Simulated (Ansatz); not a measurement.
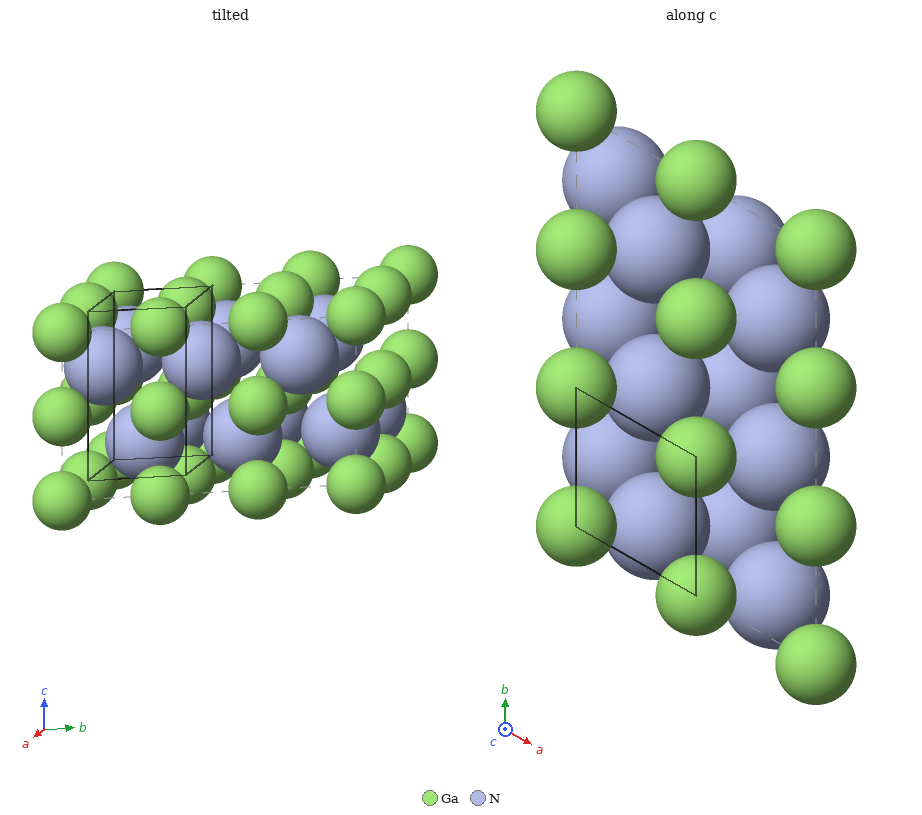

Space-filling representation of a periodic structure, projected slightly off an axis and along the c axis. The drawing covers 2×3×1 cells, and the solid lines enclose one conventional unit cell.

GaN, space group P6_3/mmc (No. 194), a = 2.97 Å, b = 2.97 Å, c = 5.03 Å, α = 90.00°, β = 90.00°, γ = 120.00°.

Calculation details: G0W0 on PBE, plane waves, PAW (Ansatz); a basis cut at 420 eV, k-grid 6×6×4, no spin polarisation.

> Metal or not?

A semiconductor at this level, with a gap of 1.33 eV, indirect; the smallest direct gap is 1.76 eV.

Starting structure: a structure type filled with these elements by a generator (whether the compound takes this form wasn't checked). Earlier steps of the study may have refined or changed the cell and positions. It went into a calculation with Ansatz.
